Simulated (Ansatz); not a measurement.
## Ga₄As₃P: geometry relaxation (part 2 of 2)

Continued. System: Ga₄As₃P (Amm2, 8 atoms in the cell). Method: DFT PBE, scalar-relativistic, plane waves, PAW, no spin polarisation (Ansatz 0.2.0); cutoff 420 eV, 10×6×6 k-mesh, fixed occupations. The structure was made by a generator, so it may or may not be a known phase.

Geometry of the input (Å; fractional positions):
```
4.0191  0.0000  0.0000
0.0000  4.0192  5.6854
0.0000  -4.0192  5.6854
Ga 0.0000  0.5077  0.9970
Ga 0.5000  0.9953  0.9953
Ga 0.5000  0.5003  0.5003
Ga 0.0000  0.9970  0.5077
P  0.0000  0.8750  0.8750
As 0.5000  0.3748  0.8752
As 0.0000  0.3748  0.3748
As 0.5000  0.8752  0.3748
```

**Output, continued**
```
--- Per-component energies (eV) ---
  E_band       = -1046.160613
  E_kinetic    = 839.782643
  E_local      = -14514.622693  (includes V_loc(G=0)·N_el)
  E_nonlocal   = -278.543102
  E_hartree    = 7197.267685
  E_xc         = -573.728536
  E_vxc        = -528.209446  (∫ρ·V_xc dr)
  E_paw        = -14031.889151  (= ΣΔE_a)
  E_vpaw       = -959.103029  (= ΣTr[D̂ρ^β])
  E_aug_tail   = -0.000413  (compensation charges beyond the density's cutoff)
  E_ewald      = -9097.347265
  E_smearing   = -0.000000  (= −TS)
  E_closure    = 0.000000  (closes the sum)
  Σ components = -30459.080834   (vs F -30459.080834, Δ=0.00e0)
--- Forces (eV/Å), atoms counted from 1 ---
  atom   1  Ga    -0.00000000    -0.00012146    -0.00006375
  atom   2  Ga    -0.00000000     0.00000000     0.00020322
  atom   3  Ga    -0.00000000     0.00000000     0.00019551
  atom   4  Ga    -0.00000000     0.00012146    -0.00006375
  atom   5  P      0.00000000    -0.00000000    -0.00039534
  atom   6  As     0.00000000     0.00024720     0.00008174
  atom   7  As     0.00000000    -0.00000000    -0.00003928
  atom   8  As     0.00000000    -0.00024720     0.00008174
  max |Σ_I F_I| component: 1.00e-7 eV/Å
--- Stress (GPa, compression-positive) ---
        0.000461       0.000000       0.000000
        0.000000      -0.000137      -0.000000
        0.000000      -0.000000      -0.000593
  P = ⅓ Tr σ = -0.0001 GPa (-0.001 kbar)
--- Band table (eV; the first three rows and the last of 78) ---
  k-point 0: bands = ["-27.6336", "-27.6332", "-27.6325", "-27.6325", "-27.6300", "-27.6290", "-27.6247", "-27.6243", "-27.6214", "-27.6212", "-27.6012", "-27.5993", "-27.5967", "-27.5917", "-27.5893", "-7.4175", "-7.3946", "-7.3473", "-7.3464", "-7.3095", "-7.3007", "-7.2985", "-7.2934", "-7.2645", "-7.2643", "-7.2590", "-7.2246", "-7.2170", "-7.2159", "-7.2127", "-7.2064", "-7.1911", "-7.1728", "-7.1349", "-7.1268", "-4.9994", "-3.3648", "-3.2228", "-2.5521", "0.7572", "0.9079", "1.0351", "4.8096", "4.8257", "6.1420", "6.2512", "6.2978", "6.4467", "7.3850", "7.3956", "7.4157", "7.8588", "8.3995", "8.4103", "8.9623", "9.0944", "11.1128", "11.1420", "11.1453", "11.9364", "11.9742", "12.0802"]
  k-point 1: bands = ["-27.6336", "-27.6332", "-27.6325", "-27.6325", "-27.6299", "-27.6291", "-27.6247", "-27.6244", "-27.6214", "-27.6212", "-27.6012", "-27.5993", "-27.5967", "-27.5917", "-27.5893", "-7.4159", "-7.3936", "-7.3459", "-7.3456", "-7.3097", "-7.3017", "-7.2979", "-7.2925", "-7.2665", "-7.2644", "-7.2594", "-7.2240", "-7.2169", "-7.2164", "-7.2134", "-7.2070", "-7.1927", "-7.1735", "-7.1352", "-7.1270", "-4.9210", "-3.4961", "-3.2421", "-2.6256", "0.8850", "1.0317", "1.3207", "4.6043", "4.8797", "5.7108", "6.0771", "6.2294", "6.3226", "6.4278", "7.2895", "7.3117", "8.4292", "8.6953", "8.9971", "9.0895", "9.5564", "11.2706", "11.2715", "11.3034", "11.8192", "12.0449", "12.0986"]
  k-point 2: bands = ["-27.6335", "-27.6333", "-27.6325", "-27.6325", "-27.6297", "-27.6292", "-27.6246", "-27.6244", "-27.6214", "-27.6212", "-27.6012", "-27.5993", "-27.5967", "-27.5917", "-27.5893", "-7.4126", "-7.3916", "-7.3449", "-7.3423", "-7.3100", "-7.3028", "-7.2966", "-7.2915", "-7.2715", "-7.2650", "-7.2596", "-7.2226", "-7.2191", "-7.2147", "-7.2143", "-7.2088", "-7.1960", "-7.1747", "-7.1356", "-7.1273", "-4.6932", "-3.8897", "-3.1670", "-2.7936", "1.1353", "1.2243", "2.1827", "4.2561", "4.7280", "4.9231", "5.0767", "5.8139", "6.4556", "6.5160", "7.0569", "7.0727", "8.5833", "9.0166", "9.3021", "9.7277", "10.7023", "11.6192", "11.6604", "11.7671", "12.0601", "12.0932", "12.1134"]
  k-point 77: bands = ["-27.6334", "-27.6329", "-27.6329", "-27.6329", "-27.6293", "-27.6282", "-27.6242", "-27.6240", "-27.6217", "-27.6215", "-27.6004", "-27.5992", "-27.5971", "-27.5920", "-27.5887", "-7.4186", "-7.4115", "-7.3751", "-7.3361", "-7.3160", "-7.3083", "-7.2973", "-7.2883", "-7.2779", "-7.2591", "-7.2402", "-7.2268", "-7.2171", "-7.2168", "-7.2089", "-7.1973", "-7.1821", "-7.1773", "-7.1358", "-7.1265", "-3.3639", "-3.2377", "-2.6583", "-2.4536", "0.7363", "0.7658", "0.9436", "1.0269", "4.7556", "4.8201", "4.8341", "4.9005", "6.1658", "6.3093", "6.3143", "6.4446", "8.3725", "8.4174", "8.8294", "9.0902", "9.0928", "9.1131", "11.9087", "11.9912", "12.0656", "12.1393", "15.0591"]
--- Relaxed structure (3 steps of the walk, 3 accepted, 1 SCFs on fresh bases) ---
  F+E_penalty+E_count = -30459.08083354 eV   max|allowed force component| = 3.954e-4 eV/Å   (the final SCF, on the basis selected at the relaxed cell)
  cell:  # Å, volume = 183.6907 Å³
    - [4.018871961356647, -1.3072378224243872e-32, -5.3787389568503436e-33]
    - [-2.0681365478978668e-32, 4.019717782708309, 5.685352205684624]
    - [5.463813802698892e-33, -4.019717782708309, 5.685352205684624]
  atoms:
    - { symbol: Ga, position: [-1.4974820302996204e-36, 0.507604083289377, 0.9969998004302202] }
    - { symbol: Ga, position: [0.5, 0.995240791334439, 0.995240791334439] }
    - { symbol: Ga, position: [0.5, 0.5002590572068898, 0.5002590572068898] }
    - { symbol: Ga, position: [1.0482374212089474e-35, 0.9969998004302202, 0.507604083289377] }
    - { symbol: P, position: [-1.4974820302992783e-36, 0.8750224513207729, 0.8750224513207729] }
    - { symbol: As, position: [0.5, 0.3748490526898385, 0.8752288003990258] }
    - { symbol: As, position: [-1.4974820302987651e-36, 0.37479696332943596, 0.37479696332943596] }
    - { symbol: As, position: [0.5, 0.8752288003990258, 0.3748490526898385] }
```

**Trajectory as extended XYZ (Å, eV, eV/Å), 4 frames, from step=1 to step=4**
```
8
Lattice="4.0191 0.0000 0.0000 0.0000 4.0192 5.6854 0.0000 -4.0192 5.6854" Properties=species:S:1:pos:R:3:forces:R:3 step=1 energy=-30459.08083 pressure_GPa=0.00
Ga    0.0000   -1.9667    8.5546    0.0000  -0.0026  -0.0052
Ga    2.0095    0.0000   11.3170    0.0000   0.0000  -0.0039
Ga    2.0095    0.0000    5.6884    0.0000   0.0000  -0.0034
Ga    0.0000    1.9667    8.5546    0.0000   0.0026  -0.0052
P     0.0000    0.0000    9.9494    0.0000   0.0000   0.0066
As    2.0095   -2.0111    7.1071    0.0000   0.0003   0.0041
As    0.0000    0.0000    4.2616    0.0000   0.0000   0.0030
As    2.0095    2.0111    7.1071    0.0000  -0.0003   0.0041
8
Lattice="4.0190 0.0000 0.0000 0.0000 4.0196 5.6852 0.0000 -4.0196 5.6852" Properties=species:S:1:pos:R:3:forces:R:3 step=2 energy=-30459.08083 pressure_GPa=0.00
Ga    0.0000   -1.9671    8.5540    0.0000  -0.0009  -0.0015
Ga    2.0095    0.0000   11.3164    0.0000   0.0000  -0.0019
Ga    2.0095    0.0000    5.6881    0.0000   0.0000  -0.0009
Ga    0.0000    1.9671    8.5540    0.0000   0.0009  -0.0015
P     0.0000    0.0000    9.9491    0.0000   0.0000   0.0030
As    2.0095   -2.0113    7.1069    0.0000  -0.0001   0.0011
As    0.0000    0.0000    4.2615    0.0000   0.0000   0.0008
As    2.0095    2.0113    7.1069    0.0000   0.0001   0.0011
8
Lattice="4.0189 0.0000 0.0000 0.0000 4.0197 5.6854 0.0000 -4.0197 5.6854" Properties=species:S:1:pos:R:3:forces:R:3 step=3 energy=-30459.08083 pressure_GPa=-0.00
Ga    0.0000   -1.9672    8.5542    0.0000  -0.0001  -0.0001
Ga    2.0094    0.0000   11.3166    0.0000   0.0000   0.0002
Ga    2.0094    0.0000    5.6883    0.0000   0.0000   0.0002
Ga    0.0000    1.9672    8.5542    0.0000   0.0001  -0.0001
P     0.0000    0.0000    9.9496    0.0000   0.0000  -0.0004
As    2.0094   -2.0114    7.1071    0.0000   0.0002   0.0001
As    0.0000    0.0000    4.2617    0.0000   0.0000   0.0000
As    2.0094    2.0114    7.1071    0.0000  -0.0002   0.0001
8
Lattice="4.0189 0.0000 0.0000 0.0000 4.0197 5.6854 0.0000 -4.0197 5.6854" Properties=species:S:1:pos:R:3:forces:R:3 step=4 energy=-30459.08083 pressure_GPa=-0.00
Ga    0.0000   -1.9672    8.5542    0.0000  -0.0001  -0.0001
Ga    2.0094    0.0000   11.3166    0.0000   0.0000   0.0002
Ga    2.0094    0.0000    5.6883    0.0000   0.0000   0.0002
Ga    0.0000    1.9672    8.5542    0.0000   0.0001  -0.0001
P     0.0000    0.0000    9.9496    0.0000   0.0000  -0.0004
As    2.0094   -2.0114    7.1071    0.0000   0.0002   0.0001
As    0.0000    0.0000    4.2617    0.0000   0.0000   0.0000
As    2.0094    2.0114    7.1071    0.0000  -0.0002   0.0001
```

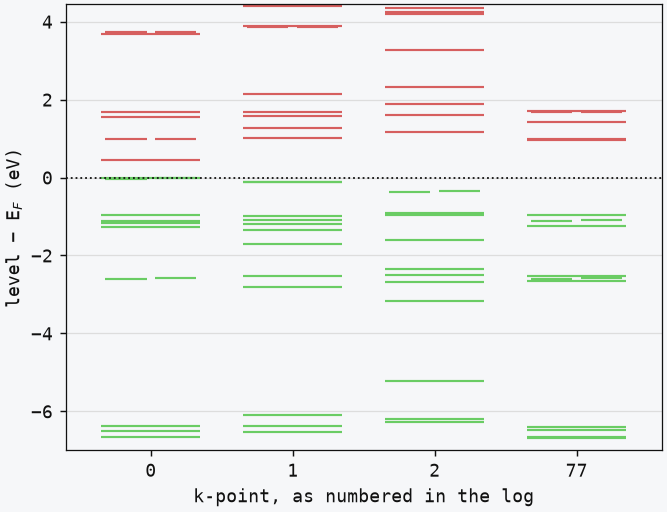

Fig. 1: Kohn–Sham levels near the Fermi level (dotted) at the few k-points that the log prints; levels within 0.02 eV of each other stand side by side. Among these points the highest filled and lowest empty levels are 0.44 eV apart, which is the gap on the mesh.

**Key numbers**

| quantity | value |
| --- | --- |
| outcome | converged |
| space group (tolerance 0.01 Å) | Amm2 (38) |
| electrons treated | 102 |
| free energy | −30459.0808 eV |
| Fermi energy | 7.416 eV |
| gap on the k-point mesh | 0.44 eV |
| pressure | 0.00 GPa |
| final volume | 183.69 Å³ |
| largest force (length of the vector) at the end | under 0.001 eV/Å |
| final cell | a = 4.019 Å, b = 6.963 Å, c = 6.963 Å, α = 70.52°, β = 90.00°, γ = 90.00° |
| hardware | 4 threads of Arm Neoverse V1, 24 GiB of memory available, shared host |
| wall time | 2.1 min (CPU time 8.2 min) |
| peak memory | 0.98 GiB |
